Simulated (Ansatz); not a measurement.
NbP (space group I4/mmm, No. 139): coordinates from a relaxation with DFT, r2SCAN+rVV10, plane waves, PAW in Ansatz.

```cif
data_structure
_symmetry_space_group_name_H-M 'P 1'
_symmetry_Int_Tables_number 1
_cell_length_a 3.4286
_cell_length_b 3.4286
_cell_length_c 11.4676
_cell_angle_alpha 90.000
_cell_angle_beta 90.000
_cell_angle_gamma 90.000
_cell_volume 134.81
loop_
_atom_site_label
_atom_site_type_symbol
_atom_site_fract_x
_atom_site_fract_y
_atom_site_fract_z
_atom_site_occupancy
Nb1 Nb 0.50000 0.50000 0.39550 1
Nb2 Nb 0.00000 0.00000 0.10450 1
P1 P 0.50000 0.50000 0.16971 1
P2 P 0.00000 0.00000 0.33029 1
Nb3 Nb 0.00000 0.00000 0.89550 1
Nb4 Nb 0.50000 0.50000 0.60450 1
P3 P 0.00000 0.00000 0.66971 1
P4 P 0.50000 0.50000 0.83029 1
```

Bonds are taken as Nb–Nb below 2.7 Å and Nb–P below 2.9 Å. The graph is simplified in the usual way: terminal and isolated atoms are pruned, two-connected atoms become edges.

Derive the underlying net.

The result is a binodal (5,6)-connected, three-periodic net: P is a 5-connected node; Nb is a 6-connected node, in the ratio 1:1. It is a single net, without interpenetration.

```
node  links  point symbol  coordination sequence
   P      5       4^8.6^2          5 17 38 61 97
  Nb      6     4^8.6^6.8          6 17 36 65 98
```

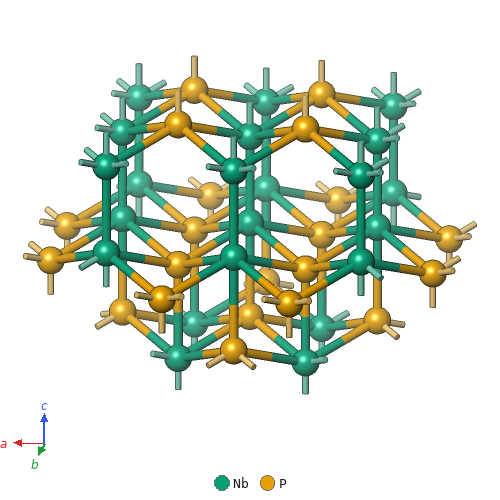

Nodes are coloured by topological kind. Edges to nodes outside the piece are drawn as stubs.
